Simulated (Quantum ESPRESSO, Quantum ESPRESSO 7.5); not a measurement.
# 1T-HfS2, 1 layer, stepped through biaxial strain

Aim: how the results for 1T-HfS2, 1 layer change with biaxial strain.

Calculated with Quantum ESPRESSO 7.5; plane-wave DFT, PBE, GBRV ultrasoft pseudopotentials.

## (1) Set-up

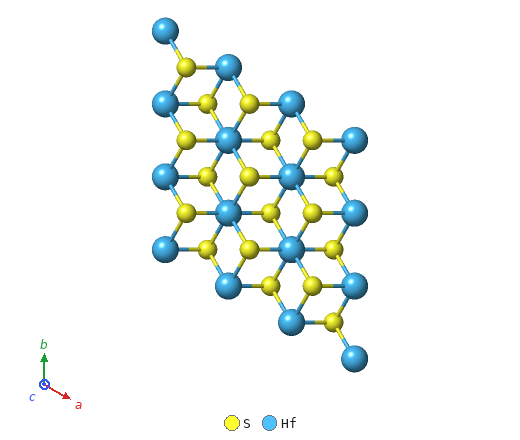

The cell as given, from above (sulfur yellow, hafnium blue). 3×3×1 cells are drawn. Some periodic images of atoms are drawn too.

The cell holds 3 atoms: 2 S and 1 Hf. Its edges and angles: a = 3.640 Å, b = 3.640 Å, c = 18.212 Å, α = 90.0°, β = 90.0°, γ = 120.0°. It derives from HfS2. Vacuum lies along c.

Set-up: Cell and atoms are first relaxed; each strained cell is then held and the atoms relax in it. A periodic run with 15 Å of vacuum in the starting cell gives the vacuum levels, and bands follow along a path.

Members -2, -1, 0, 1 and 2 took the same steps and show in the table alone.

## (2) Variable-cell relaxation of the reference

What the set-up leaves free in this member is relaxed.

Contents of ref.relax.in:

```
&control
  prefix = 'ref.relax'
  outdir = './out'
  pseudo_dir = './pseudo'
  nstep = 80
  forc_conv_thr = 0.0004
  calculation = 'vc-relax'
  etot_conv_thr = 1e-06
/
&system
  ibrav = 0
  nat = 3
  ntyp = 2
  ecutwfc = 50
  ecutrho = 250
  occupations = 'smearing'
  smearing = 'fd'
  degauss = 0.004
/
&electrons
  conv_thr = 1e-09
  mixing_beta = 0.4
  electron_maxstep = 120
  mixing_mode = 'plain'
/
&ions
/
&cell
  cell_dofree = '2Dxy'
  press_conv_thr = 0.3
/
ATOMIC_SPECIES
  S   32.0600  s_pbe_v1.4.uspp.F.UPF
  Hf  178.4900  hf_pbe_v1.uspp.F.UPF
CELL_PARAMETERS angstrom
  3.64000000000000 0.00000000000000 0.00000000000000
  -1.82000000000000 3.15233246977536 0.00000000000000
  0.00000000000000 0.00000000000000 18.21215919074174
ATOMIC_POSITIONS crystal
  S   0.666666666700 0.333333333300 0.411812785154
  Hf  0.000000000000 0.000000000000 0.500000000000
  S   0.333333333300 0.666666666700 0.588187214846
K_POINTS automatic
  12 12 1 0 0 0
```

The run is started by

```bash
$ OMP_NUM_THREADS=1 mpirun -n 4 pw.x -nk 4 -in ref.relax.in > ref.relax.out
```

The program printed:

```text
Program PWSCF v.7.5 starts
[citation notice left out]

     Parallel version (MPI & OpenMP), running on       4 processor cores
     Number of MPI processes:                 4
     Threads/MPI process:                     1

     MPI processes distributed on     1 nodes
[...]
Current dimensions of program PWSCF are:
     Max number of different atomic species (ntypx) = 10
     Max number of k-points (npk) =  40000
     Max angular momentum in pseudopotentials (lmaxx) =  4
     Message from routine setup:
     using ibrav=0 with symmetry is DISCOURAGED, use correct ibrav instead

     K-points division:     npool     =       4
     Subspace diagonalization in iterative solution of the eigenvalue problem:
     a serial algorithm will be used

     G-vector sticks info
     --------------------
     sticks:   dense  smooth     PW     G-vecs:    dense   smooth      PW
     Sum         817     649    199                94133    67379   10867

     Using Slab Decomposition

     bravais-lattice index     =            0
     lattice parameter (alat)  =       6.8786  a.u.
     unit-cell volume          =    1410.2348 (a.u.)^3
     number of atoms/cell      =            3
     number of atomic types    =            2
     number of electrons       =        24.00
     number of Kohn-Sham states=           16
     kinetic-energy cutoff     =      50.0000  Ry
     charge density cutoff     =     250.0000  Ry
     scf convergence threshold =      1.0E-09
     mixing beta               =       0.4000
     number of iterations used =            8  plain     mixing
     energy convergence thresh.=      1.0E-06
     force convergence thresh. =      4.0E-04
     press convergence thresh. =      3.0E-01
     Exchange-correlation= SLA  PW   PBE  PBE
                           (   1   4   3   4   0   0   0)
     nstep                     =           80

     celldm(1)=   6.878603  celldm(2)=   0.000000  celldm(3)=   0.000000
     celldm(4)=   0.000000  celldm(5)=   0.000000  celldm(6)=   0.000000

     crystal axes: (cart. coord. in units of alat)
               a(1) = (   1.000000   0.000000   0.000000 )
               a(2) = (  -0.500000   0.866025   0.000000 )
               a(3) = (   0.000000   0.000000   5.003340 )

     reciprocal axes: (cart. coord. in units 2 pi/alat)
               b(1) = (  1.000000  0.577350 -0.000000 )
               b(2) = (  0.000000  1.154701  0.000000 )
               b(3) = (  0.000000 -0.000000  0.199866 )

     PseudoPot. # 1 for S  read from file:
     ./pseudo/s_pbe_v1.4.uspp.F.UPF
     Pseudo is Ultrasoft + core correction, Zval =  6.0
     Generated by new atomic code, or converted to UPF format
     Using radial grid of  907 points,  6 beta functions with:
                l(1) =   0
                l(2) =   0
                l(3) =   1
                l(4) =   1
                l(5) =   2
                l(6) =   2
     Q(r) pseudized with  8 coefficients,  rinner =    1.300   1.300   1.300
                                                       1.300   1.300

     PseudoPot. # 2 for Hf read from file:
     ./pseudo/hf_pbe_v1.uspp.F.UPF
     Pseudo is Ultrasoft + core correction, Zval = 12.0
     Generated by new atomic code, or converted to UPF format
     Using radial grid of  921 points,  8 beta functions with:
                l(1) =   0
                l(2) =   0
                l(3) =   0
                l(4) =   1
                l(5) =   1
                l(6) =   2
                l(7) =   2
                l(8) =   3
     Q(r) pseudized with  6 coefficients,  rinner =    1.200   1.200   1.200
                                                       1.200   1.200   1.200
                                                       1.200

     atomic species   valence    mass     pseudopotential
     S                 6.00    32.06000     S ( 1.00)
     Hf               12.00   178.49000     Hf( 1.00)

     12 Sym. Ops., with inversion, found

   Cartesian axes

     site n.     atom                  positions (alat units)
         1        S      tau(   1) = (   0.5000000   0.2886751   2.0604396  )
         2        Hf     tau(   2) = (   0.0000000   0.0000000   2.5016702  )
         3        S      tau(   3) = (  -0.0000000   0.5773503   2.9429009  )

     number of k points=    19  Fermi-Dirac smearing, width (Ry)=  0.0040
                       cart. coord. in units 2pi/alat
        k(    1) = (   0.0000000   0.0000000   0.0000000), wk =   0.0138889
        k(    2) = (   0.0000000   0.0962250   0.0000000), wk =   0.0833333
        k(    3) = (   0.0000000   0.1924501   0.0000000), wk =   0.0833333
        k(    4) = (   0.0000000   0.2886751   0.0000000), wk =   0.0833333
        k(    5) = (   0.0000000   0.3849002   0.0000000), wk =   0.0833333
        k(    6) = (   0.0000000   0.4811252   0.0000000), wk =   0.0833333
        k(    7) = (   0.0000000  -0.5773503   0.0000000), wk =   0.0416667
        k(    8) = (   0.0833333   0.1443376   0.0000000), wk =   0.0833333
        k(    9) = (   0.0833333   0.2405626   0.0000000), wk =   0.1666667
        k(   10) = (   0.0833333   0.3367877   0.0000000), wk =   0.1666667
[...]
k(   19) = (   0.3333333   0.5773503   0.0000000), wk =   0.0277778

     Dense  grid:    94133 G-vectors     FFT dimensions: (  36,  36, 180)

     Smooth grid:    67379 G-vectors     FFT dimensions: (  32,  32, 160)

     Estimated max dynamical RAM per process >     236.28 MB

     Estimated total dynamical RAM >     876.19 MB

     Check: negative core charge=   -0.000006

     Initial potential from superposition of free atoms

     starting charge      21.9999, renormalised to      24.0000

     negative rho (up, down):  1.183E-01 0.000E+00
     Starting wfcs are   21 randomized atomic wfcs

     total cpu time spent up to now is        3.2 secs

     per-process dynamical memory:    86.9 Mb

     Self-consistent Calculation

     iteration #  1     ecut=    50.00 Ry     beta= 0.40
     Davidson diagonalization with overlap
     ethr =  1.00E-02,  avg # of iterations =  4.1

     negative rho (up, down):  1.148E-01 0.000E+00

     total cpu time spent up to now is        4.7 secs

     total energy              =    -207.43629062 Ry
     estimated scf accuracy    <       1.06472999 Ry

     iteration #  2     ecut=    50.00 Ry     beta= 0.40
[...]
negative rho (up, down):  1.144E-01 0.000E+00

[...]
total energy              =    -207.44547802 Ry
     estimated scf accuracy    <       0.23634748 Ry

[...]
total energy              =    -207.51152902 Ry
     estimated scf accuracy    <          9.8E-09 Ry

[...]
iteration #  5     ecut=    50.00 Ry     beta= 0.40
[...]
negative rho (up, down):  1.165E-01 0.000E+00

[...]
End of self-consistent calculation

          k = 0.0000 0.0000 0.0000 (  8483 PWs)   bands (ev):

   -64.0536 -32.7062 -32.5996 -32.5996 -14.8466 -13.4642  -6.0616  -4.6818
    -4.6818  -2.9259  -2.1081  -2.1081   0.0046   0.0046   0.7557   3.0821

          k = 0.0000 0.0959 0.0000 (  8457 PWs)   bands (ev):

   -64.0532 -32.7039 -32.6118 -32.6024 -14.7686 -13.4704  -5.9759  -4.8486
    -4.6404  -2.7644  -2.6000  -2.2994   0.0309   0.2476   0.9111   3.1570

          k = 0.0000 0.1917 0.0000 (  8439 PWs)   bands (ev):

   -64.0521 -32.6976 -32.6450 -32.6098 -14.5491 -13.4866  -5.7481  -5.1452
    -4.5377  -3.5714  -2.6688  -2.5358  -0.1155   0.7541   1.2656   2.8043

          k = 0.0000 0.2876 0.0000 (  8403 PWs)   bands (ev):

   -64.0507 -32.6924 -32.6863 -32.6201 -14.2357 -13.5016  -5.6231  -5.2701
    -4.4359  -4.4197  -2.9780  -2.5821  -0.3684   1.2529   1.6136   2.9449

          k = 0.0000 0.3834 0.0000 (  8422 PWs)   bands (ev):

   -64.0492 -32.7347 -32.6797 -32.6302 -13.9278 -13.4786  -6.0334  -5.2364
    -4.5243  -4.4034  -3.1293  -2.9142  -0.5839   1.6412   1.8886   3.6003

          k = 0.0000 0.4793 0.0000 (  8436 PWs)   bands (ev):

   -64.0482 -32.7668 -32.6733 -32.6377 -13.7741 -13.3608  -6.5442  -5.1427
    -4.4320  -4.3093  -3.2477  -3.1550  -0.7107   1.9097   2.0365   4.0659

[...]
the Fermi energy is    -1.4585 ev

!    total energy              =    -207.51152902 Ry
     estimated scf accuracy    <          6.0E-12 Ry
     smearing contrib. (-TS)   =      -0.00000002 Ry
     internal energy E=F+TS    =    -207.51152900 Ry

     The total energy is F=E-TS. E is the sum of the following terms:
     one-electron contribution =    -637.53746147 Ry
     hartree contribution      =     318.45027942 Ry
     xc contribution           =     -92.62149178 Ry
     ewald contribution        =     204.19714483 Ry

     convergence has been achieved in   5 iterations

     negative rho (up, down):  1.165E-01 0.000E+00

     Forces acting on atoms (cartesian axes, Ry/au):

     atom    1 type  1   force =    -0.00000000   -0.00000000   -0.00000085
     atom    2 type  2   force =     0.00000000    0.00000000    0.00000000
     atom    3 type  1   force =     0.00000000   -0.00000000    0.00000085

     Total force =     0.000001     Total SCF correction =     0.000002
     SCF correction compared to forces is large: reduce conv_thr to get better values

     Computing stress (Cartesian axis) and pressure

     negative rho (up, down):  1.165E-01 0.000E+00
          total   stress  (Ry/bohr**3)                   (kbar)     P=        0.17
  -0.00000004  -0.00000000   0.00000000           -0.01       -0.00        0.00
  -0.00000000  -0.00000004   0.00000000           -0.00       -0.01        0.00
   0.00000000   0.00000000   0.00000355            0.00        0.00        0.52

     Energy error            =      4.7E-08 Ry
     Gradient error          =      8.5E-07 Ry/Bohr
     Cell gradient error     =      5.5E-03 kbar

     bfgs converged in  11 scf cycles and  10 bfgs steps
     (criteria: energy <  1.0E-06 Ry, force <  4.0E-04 Ry/Bohr, cell <  3.0E-01 kbar)

     End of BFGS Geometry Optimization

     Final enthalpy           =    -207.5115290237 Ry

     File ./out/ref.relax.bfgs deleted, as requested
Begin final coordinates
     new unit-cell volume =   1420.93384 a.u.^3 (   210.56067 Ang^3 )
     density =      1.91329 g/cm^3

CELL_PARAMETERS (angstrom)
   3.653781670  -0.000000000   0.000000000
  -1.826890835   3.164267746   0.000000000
   0.000000000   0.000000000  18.212159191

ATOMIC_POSITIONS (crystal)
S                0.6666666667        0.3333333333        0.4207611946
Hf               0.0000000000       -0.0000000000        0.5000000000
S                0.3333333333        0.6666666667        0.5792388054
End final coordinates

[...]
Final scf calculation at the relaxed structure.
     The G-vectors are recalculated for the final unit cell
     Results may differ from those at the preceding step.

     G-vector sticks info
     --------------------
     sticks:   dense  smooth     PW     G-vecs:    dense   smooth      PW
     Sum         823     661    199                94787    67919   10975

     Using Slab Decomposition

     bravais-lattice index     =            0
     lattice parameter (alat)  =       6.8786  a.u.
     unit-cell volume          =    1420.9338 (a.u.)^3
     number of atoms/cell      =            3
     number of atomic types    =            2
     number of electrons       =        24.00
     number of Kohn-Sham states=           16
     kinetic-energy cutoff     =      50.0000  Ry
     charge density cutoff     =     250.0000  Ry
     scf convergence threshold =      1.0E-11
     mixing beta               =       0.4000
     number of iterations used =            8  plain     mixing
     press convergence thresh. =      3.0E-01
     Exchange-correlation= SLA  PW   PBE  PBE
                           (   1   4   3   4   0   0   0)

     celldm(1)=   6.878603  celldm(2)=   0.000000  celldm(3)=   0.000000
     celldm(4)=   0.000000  celldm(5)=   0.000000  celldm(6)=   0.000000

     crystal axes: (cart. coord. in units of alat)
               a(1) = (   1.003786  -0.000000   0.000000 )
               a(2) = (  -0.501893   0.869304   0.000000 )
               a(3) = (   0.000000   0.000000   5.003340 )

     reciprocal axes: (cart. coord. in units 2 pi/alat)
               b(1) = (  0.996228  0.575173 -0.000000 )
               b(2) = (  0.000000  1.150345 -0.000000 )
               b(3) = ( -0.000000 -0.000000  0.199866 )

     PseudoPot. # 1 for S  read from file:
     ./pseudo/s_pbe_v1.4.uspp.F.UPF
     Pseudo is Ultrasoft + core correction, Zval =  6.0
     Generated by new atomic code, or converted to UPF format
     Using radial grid of  907 points,  6 beta functions with:
                l(1) =   0
                l(2) =   0
                l(3) =   1
                l(4) =   1
                l(5) =   2
                l(6) =   2
     Q(r) pseudized with  8 coefficients,  rinner =    1.300   1.300   1.300
                                                       1.300   1.300

     PseudoPot. # 2 for Hf read from file:
     ./pseudo/hf_pbe_v1.uspp.F.UPF
     Pseudo is Ultrasoft + core correction, Zval = 12.0
     Generated by new atomic code, or converted to UPF format
     Using radial grid of  921 points,  8 beta functions with:
                l(1) =   0
                l(2) =   0
                l(3) =   0
                l(4) =   1
                l(5) =   1
                l(6) =   2
                l(7) =   2
                l(8) =   3
     Q(r) pseudized with  6 coefficients,  rinner =    1.200   1.200   1.200
                                                       1.200   1.200   1.200
                                                       1.200

     atomic species   valence    mass     pseudopotential
     S                 6.00    32.06000     S ( 1.00)
     Hf               12.00   178.49000     Hf( 1.00)

     12 Sym. Ops., with inversion, found

   Cartesian axes

     site n.     atom                  positions (alat units)
         1        S      tau(   1) = (   0.5018931   0.2897681   2.1052115  )
         2        Hf     tau(   2) = (   0.0000000  -0.0000000   2.5016702  )
         3        S      tau(   3) = (  -0.0000000   0.5795362   2.8981289  )

     number of k points=    19  Fermi-Dirac smearing, width (Ry)=  0.0040
                       cart. coord. in units 2pi/alat
        k(    1) = (   0.0000000   0.0000000   0.0000000), wk =   0.0138889
        k(    2) = (   0.0000000   0.0958621   0.0000000), wk =   0.0833333
        k(    3) = (   0.0000000   0.1917242   0.0000000), wk =   0.0833333
        k(    4) = (
```

Elapsed: 3.7 min, on 4 MPI ranks of Intel Xeon Platinum 8375C at 2.90GHz (Ice Lake), shared host; peak memory 1.1 GiB; 15 min of CPU time.

The steps of the relaxation:

```
step  energy less that of the first step (eV)  largest force (eV/Å)  volume (Å³)
   1                                   0.0000                1.7017       208.98
   2                                  -0.1158                1.3121       207.82
   3                                  -0.2054                0.8574       206.68
   4                                  -0.2633                0.1322       205.35
   5                                  -0.2657                0.0386       205.60
   6                                  -0.2689                0.0352       206.49
   7                                  -0.2726                0.0723       208.00
   8                                  -0.2752                0.0549       210.21
   9                                  -0.2755                0.0206       210.59
  10                                  -0.2755                0.0017       210.59
  11                                  -0.2755                0.0000       210.56
  12                                  -0.2752                0.0006       210.56
```

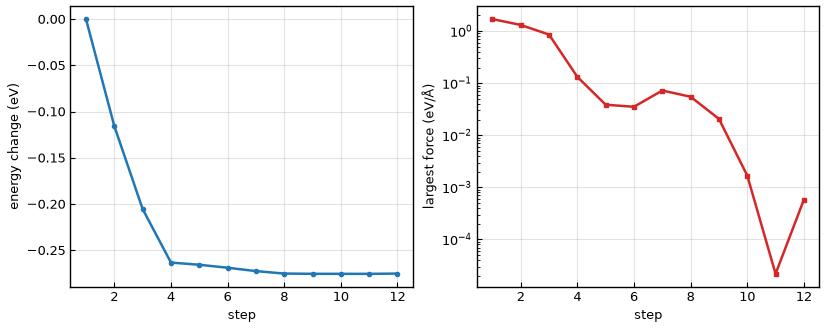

Energy and largest force along the relaxation.

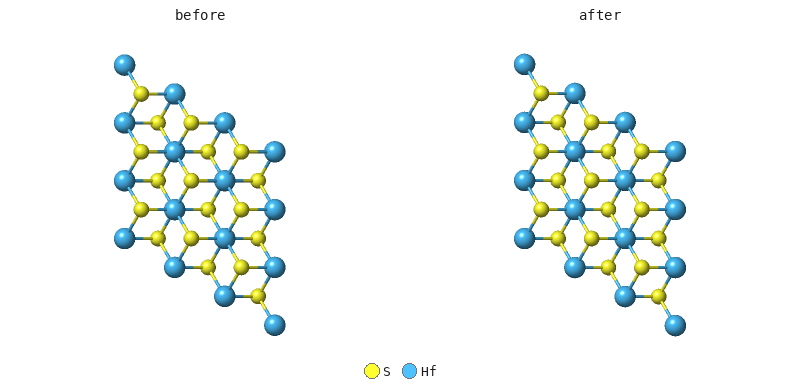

The structure before and after the relaxation, drawn at the same scale.

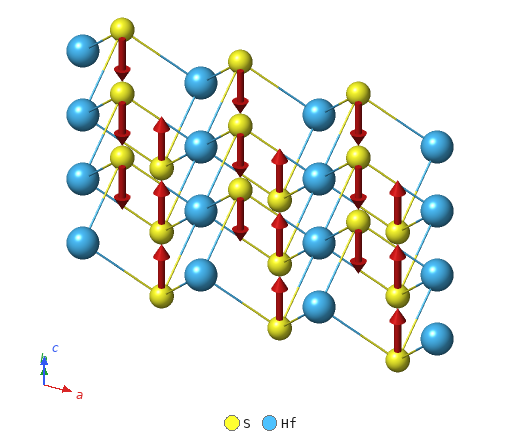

Displacements in the relaxation, exaggerated, measured against the changing cell; the longest in the cell stands for 0.16 Å. 3×3×1 cells are drawn. Some periodic images of atoms are drawn too.

```
cell as run  before  after  change
      a (Å)   3.640  3.654  +0.4 %
      b (Å)   3.640  3.654  +0.4 %
```

The atoms that moved most (Å, along periodic axes as changes of fractional coordinates times the final cell, across vacuum about the mean position):

```
atom     dx     dy      dz  length
  S3  0.000  0.000  -0.163   0.163
  S1  0.000  0.000   0.163   0.163
```

Final coordinates:

```xyz
3
Lattice="3.6538 0.0000 0.0000 -1.8269 3.1643 0.0000 0.0000 0.0000 18.2122" Properties=species:S:1:pos:R:3
S     1.8269    1.0548    7.6630
Hf    0.0000    0.0000    9.1061
S     0.0000    2.1095   10.5492
```

 The last row is no step: it is a fresh SCF in the final cell with a new plane-wave basis, +0 meV from the row before.

Read from the output:

```
free energy  : -2823.3379 eV
Fermi energy : -1.459 eV
```

(Continued in part 2 of 6.)

[Logs are printed without paths, hosts, clocks, repeated set-up lines and the standing remarks that a program may print on its own settings, such as how far it seeks lower states.]

[Hosts, paths, dates, database ids (printed as entryN), source tags and the programs' standing remarks are cut or masked in the printed files.]

[Maps of the electrostatic potential energy from Ansatz leave out the sawtooth potential of an applied field or a dipole correction, so their vacuum need not be flat; planar profiles and work functions include it.]
